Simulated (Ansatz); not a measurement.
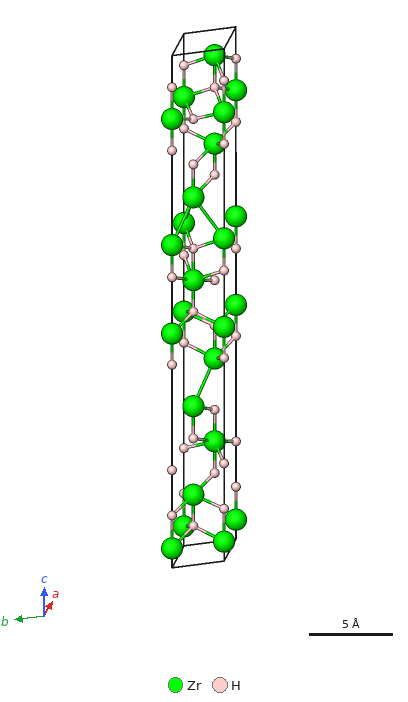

Figure 1. The input geometry (ball-and-stick view of the cell 3 times as large as that of the calculation, set on its symmetry axes, seen at an oblique angle).

# Run report: Zr$_{2}$H$_{3}$, single-point calculation

The run: single-point calculation of Zr$_{2}$H$_{3}$ (R3m, 10 atoms in the cell). Method and program: DFT PBE, scalar-relativistic, plane waves, PAW, no spin polarisation (Ansatz 0.2.0).

The structure was made by a generator, so it may or may not be a known phase.

**The input**
```yaml
crystal:
  lattice:
    - [1.6600279, 0.9584176, 11.4231902]
    - [-1.6600279, 0.9584176, 11.4231902]
    - [0.0, -1.9168351, 11.4231902]
  atoms:
    - { symbol: Zr, position: [0.369799, 0.369799, 0.369799] }
    - { symbol: Zr, position: [0.542688, 0.542688, 0.542688] }
    - { symbol: Zr, position: [0.123718, 0.123718, 0.123718] }
    - { symbol: Zr, position: [0.962006, 0.962006, 0.962006] }
    - { symbol: H, position: [0.432712, 0.432712, 0.432712] }
    - { symbol: H, position: [0.897709, 0.897709, 0.897709] }
    - { symbol: H, position: [0.80926, 0.80926, 0.80926] }
    - { symbol: H, position: [0.18552, 0.18552, 0.18552] }
    - { symbol: H, position: [0.061993, 0.061993, 0.061993] }
    - { symbol: H, position: [0.603366, 0.603366, 0.603366] }
basis:
  ecutwfc: 420
kpoints:
  mp_grid: { grid: [6, 6, 6] }
hamiltonian:
  xc: pbe
scf:
  occupations: { method: gaussian, width: 0.1 }
  lower_state_search: "off"
output:
  forces: true
  stress: true
  eigenvalues: true
```

Run on 4 threads of Arm Neoverse V2, 24 GiB of memory available, shared host.

Launch command:
```bash
ansatz run input.yaml --threads 4 --pin off --max-ram 8192MiB --backend cpu --events-out ev --progress --plain --runs-dir out
```

**What the program printed**
```
basis.fft_grid_basis auto: the FFT boxes are laid along the combinations [[1, 0, -1], [0, 1, -1], [0, 0, 1]] of the cell's own vectors, 3.320, 3.320 and 11.583 Å long. The dense box has 24×24×80 points. Along the cell's own vectors, as sized, it would have 80×80×80, 11.11 times as many. Of the 6 symmetry operations that the crystal satisfies within crystal.symmetry.tolerance (time reversal apart; of a slab, those that keep its plane) the dense box along the cell's own vectors carries 6, and the one as laid loses 4 of those. basis.fft_grid_basis: typed keeps the cell's own vectors: state it where this run's energies or levels are differenced outside the engine with another run's, or held beside a run that keeps those vectors.
Engine: ansatz 0.2.0, aarch64-unknown-linux-gnu
Pseudopotentials: kind: paw
Pseudopotential: Zr, paw, valence charge 12, recommended cutoff 420 eV (normal), Zr.paw.azcp
Pseudopotential: H, paw, valence charge 1, recommended cutoff 420 eV (normal), H.paw.azcp
Functional definition: PBE
  parameter kappa = 0.804
  parameter beta = 0.06672455060314922
  exchange = pbe_x(kappa = kappa, mu = beta*pi^2/3)
  correlation = pbe_c(beta = beta)
Crystal: 10 atoms, lattice volume = 109.046 Å³
Basis set: ecut = 420 eV, 2157 PW (Γ), FFT grids on a1−a3, a2−a3, a3, exchange–correlation on 48×48×160 points (8 copies of the dense FFT grid, shifted against one another)
Bands: 37, of which v1, the nominal top of the filled ones, is band 27 counted from 1 (26 counted from 0)
Symmetry: 6 space group operations
Space group: R3m (ITA 160), of the structure as read, at distance tolerance 4.8e-5 Å
k-points: 32 of 216 (time reversal used)
Non-local potential: Zr, projectors of the file, l = 0: 3, l = 1: 2, l = 2: 2, l = 3: 2
Non-local potential: H, projectors of the file, l = 0: 2, l = 1: 1
PAW form: soft (Blöchl's): semilocal exchange-correlation on the pseudo side does not see the compensation charge
PAW one-centre angular grid: Zr, 590 points (default); XC on 64 Gauss nodes
PAW one-centre angular grid: H, 110 points (default); XC on 64 Gauss nodes
Initial density: superposition of atomic densities (neutral atoms: chi_scale 0, normalization atom), corrected by the library's trained network
Initial wavefunctions: pseudopotential atomic-orbital guess
Functional: x = pbe(κ = 0.804, μ = 0.2195149727645171), c = pbe(β = 0.06672455060314922)
SCF iter   1: F=—  HF=-16835.064844 eV  |F-HF|=—  |Δ(HF+E_count)|=         —  Δρ=6.45e-3  dr2=1.22e-1  ethr=1.77e-3  ⟨swp⟩=5.4  Hψ=4636  notcnv=0
preconditioner: auto → Resta (q_TF=auto, 2.427 Å⁻¹)  ε∞=9.2  [insulator: Δε(μ)=0.197 eV  Ē_g=5.825 eV  σ=0.100 eV  W_gap=0.55  n_scr=32 (ndim 8)  ℏωp=16.7 eV  f_vac=0.000  D(μ)=4.49/eV (n_scr^D=44)  ε∞_Penn≈9.2]
SCF iter   2: F=—  HF=-16835.049951 eV  |F-HF|=—  |Δ(HF+E_count)|=   1.49e-2  Δρ=3.69e-3  dr2=3.05e-2  ethr=2.26e-4  ⟨swp⟩=1.0  Hψ=1440  notcnv=0  defer=2
SCF iter   3: F=—  HF=-16835.045083 eV  |F-HF|=—  |Δ(HF+E_count)|=   4.87e-3  Δρ=9.07e-4  dr2=1.78e-3  ethr=5.65e-5  ⟨swp⟩=2.0  Hψ=1175  notcnv=0
automatic band count: iteration 3 solves 36 bands in place of 37: the levels show a gap, and the empty bands left out lie too high to hold charge; the band table lists the bands solved (type scf.n_extra_bands for more)
SCF iter   4: F=—  HF=-16835.044885 eV  |F-HF|=—  |Δ(HF+E_count)|=   1.98e-4  Δρ=2.30e-4  dr2=1.21e-4  ethr=3.30e-6  ⟨swp⟩=3.3  Hψ=2283  notcnv=0  defer=30
automatic band count: iteration 4 solves 37 bands in place of 36: the levels no longer show a gap clear of their residuals, so the SCF keeps every band
SCF iter   5: F=—  HF=-16835.044880 eV  |F-HF|=—  |Δ(HF+E_count)|=   5.33e-6  Δρ=5.05e-5  dr2=1.30e-5  ethr=2.23e-7  ⟨swp⟩=1.1  Hψ=1443  notcnv=0  defer=30
SCF iter   6: F=—  HF=-16835.044873 eV  |F-HF|=—  |Δ(HF+E_count)|=   6.60e-6  Δρ=1.47e-5  dr2=7.36e-7  ethr=2.40e-8  ⟨swp⟩=1.9  Hψ=1127  notcnv=0  defer=30
SCF iter   7: F=-16835.044873 eV  HF=-16835.044873 eV  |F-HF|=3.22e-9  |Δ(HF+E_count)|=   2.78e-9  Δρ=3.53e-6  dr2=1.51e-8  ethr=1.85e-10  ⟨swp⟩=11.2  Hψ=6073  notcnv=0
SCF 1 converged in 7 iterations: F = -16835.044873 eV  dr2 = 1.51e-8
  greatest PAW one-centre occupation: 0.996 electrons in one spin orbital (limit 2), on the Zr atom at site 0 (counted from 0), in its partial waves of l = 0
SCF converged after 7 iterations
Free energy (F): -16835.044873 eV
Harris-Foulkes:  -16835.044873 eV  (|F-HF|=3.22e-9)
Internal energy: -16835.022709 eV  (E = F + TS)
E sigma→0 (E₀):  -16835.033791 eV
Entropy (-TS):   -0.022164 eV (-2.216 meV/atom)
Fermi energy:    12.427567 eV
--- Per-component energies (eV) ---
  E_band       = -444.770515
  E_kinetic    = 1417.989287
  E_local      = -2674.797248  (includes V_loc(G=0)·N_el)
  E_nonlocal   = 325.224416
  E_hartree    = 824.755627
  E_xc         = -704.296830
  E_vxc        = -838.561026  (∫ρ·V_xc dr)
  E_paw        = -11818.273201  (= ΣΔE_a)
  E_vpaw       = -324.129317  (= ΣTr[D̂ρ^β])
  E_aug_tail   = -0.007279  (compensation charges beyond the density's cutoff)
  E_ewald      = -4205.617482
  E_smearing   = -0.022164  (= −TS)
  E_closure    = 0.000000  (closes the sum)
  Σ components = -16835.044873   (vs F -16835.044873, Δ=0.00e0)
--- Forces (eV/Å), atoms counted from 1 ---
  atom   1  Zr     0.00000000     0.00000000     0.05144191
  atom   2  Zr     0.00000000    -0.00000000    -0.01063027
  atom   3  Zr     0.00000000     0.00000000     0.03421764
  atom   4  Zr     0.00000000    -0.00000000    -0.07921939
  atom   5  H      0.00000000    -0.00000000    -0.00775734
  atom   6  H      0.00000000     0.00000000     0.01683122
  atom   7  H      0.00000000    -0.00000000    -0.01133091
  atom   8  H      0.00000000     0.00000000     0.00183787
  atom   9  H      0.00000000    -0.00000000    -0.00732773
  atom  10  H      0.00000000     0.00000000     0.01197082
  max |Σ_I F_I| component: 3.38e-5 eV/Å
--- Stress (GPa, compression-positive) ---
        0.029980       0.000000       0.000000
        0.000000       0.029980      -0.000000
        0.000000      -0.000000      -0.041117
  P = ⅓ Tr σ = 0.0063 GPa (0.063 kbar)
--- Band table (eV; the first three rows and the last of 32) ---
  k-point 0: bands = ["-36.7310", "-36.4735", "-36.3879", "-36.2934", "-14.9355", "-14.6491", "-14.5866", "-14.5114", "-14.5114", "-14.2187", "-14.2187", "-14.1826", "-14.1392", "-14.1392", "-14.0067", "-14.0067", "3.3757", "4.4575", "5.6116", "6.2958", "8.3306", "9.5843", "11.0593", "12.5758", "12.5758", "12.5996", "12.9577", "12.9577", "13.1598", "13.1598", "13.3850", "13.3850", "13.5001", "14.8366", "14.8366", "15.2970", "15.2970"]
  k-point 1: bands = ["-36.7139", "-36.4565", "-36.3696", "-36.2810", "-14.8863", "-14.6949", "-14.6343", "-14.5503", "-14.5454", "-14.3753", "-14.3030", "-14.2529", "-14.1846", "-14.1747", "-14.1185", "-14.0341", "3.9782", "4.9459", "6.0147", "6.6793", "7.9081", "8.8609", "10.7233", "11.6528", "12.0300", "12.2486", "12.8076", "13.1303", "13.1310", "13.5084", "13.6571", "13.8229", "13.8480", "14.7107", "14.8008", "15.0816", "15.5862"]
  k-point 2: bands = ["-36.6796", "-36.4223", "-36.3319", "-36.2569", "-15.0004", "-14.8035", "-14.6940", "-14.6436", "-14.6127", "-14.5838", "-14.4701", "-14.3483", "-14.3203", "-14.2438", "-14.1903", "-14.0892", "5.2389", "5.7660", "6.5212", "7.0965", "7.5048", "8.0823", "10.3244", "10.8188", "11.3471", "11.7151", "12.2191", "13.0865", "13.3683", "13.6420", "14.3171", "14.9223", "15.0842", "15.4506", "15.5333", "15.6641", "15.9124"]
  k-point 31: bands = ["-36.7310", "-36.4736", "-36.3878", "-36.2935", "-14.9082", "-14.7505", "-14.5114", "-14.5114", "-14.4958", "-14.2188", "-14.2188", "-14.1993", "-14.1392", "-14.1392", "-14.0067", "-14.0067", "3.4487", "4.2543", "6.0070", "6.0548", "8.2566", "9.6839", "11.3536", "11.7779", "12.5735", "12.5735", "12.9171", "12.9171", "13.1908", "13.1908", "13.4347", "13.4347", "14.2570", "14.7595", "14.7595", "15.1570", "15.1570"]
```

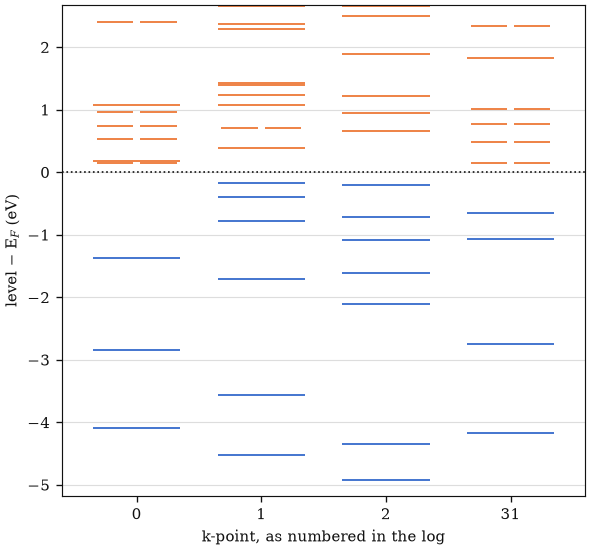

Figure 2. Kohn–Sham levels near the Fermi level (dotted) at the few k-points that the log prints; levels within 0.02 eV of each other stand side by side. The system is metallic on the full mesh.

**Key numbers**

```tsv
quantity	value
outcome	converged
space group (tolerance 0.01 Å)	R3m (160)
electrons treated	54
free energy	−16835.0449 eV
Fermi energy	12.428 eV
gap on the k-point mesh	none (metallic)
pressure	0.01 GPa
largest force (length of the vector)	0.079 eV/Å
wall time	2.2 s (CPU time 8.4 s)
peak memory	0.42 GiB
```
